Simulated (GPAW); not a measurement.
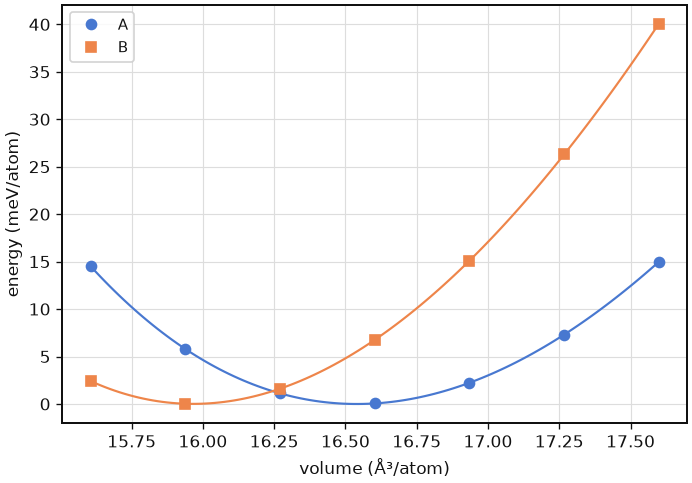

The figure compares two calculations of the energy against volume, each curve from its own zero. The first is for Al, space group Fm-3m (No. 225).

The cell holds 1 atom.

Method: PAW DFT in plane waves, on a grid or in atomic orbitals, no spin polarisation; energies at scaled volumes of the given cell, shape and fractions fixed, counted from the fit's minimum, third-order Birch-Murnaghan fit (GPAW 26.7.0). Level: r2SCAN.

- k mesh: 11×11×11
- occupations: Fermi–Dirac
- smearing width: 0.05 eV
- potentials: GPAW PAW data sets (gpaw data 1.2.1)
- wave cutoff: 600 eV
- program settings: basis pw

In the second, the level changes from r2SCAN to PBE.

**Which of A and B is the second calculation, and what did the change do?**

A. The equilibrium volume rises from 15.97 to 16.54 Å³/atom (+3.6 %) and the bulk modulus falls from 91.2 to 79.3 GPa (−13 %).

V0 and the bulk modulus come from third-order Birch–Murnaghan fits.
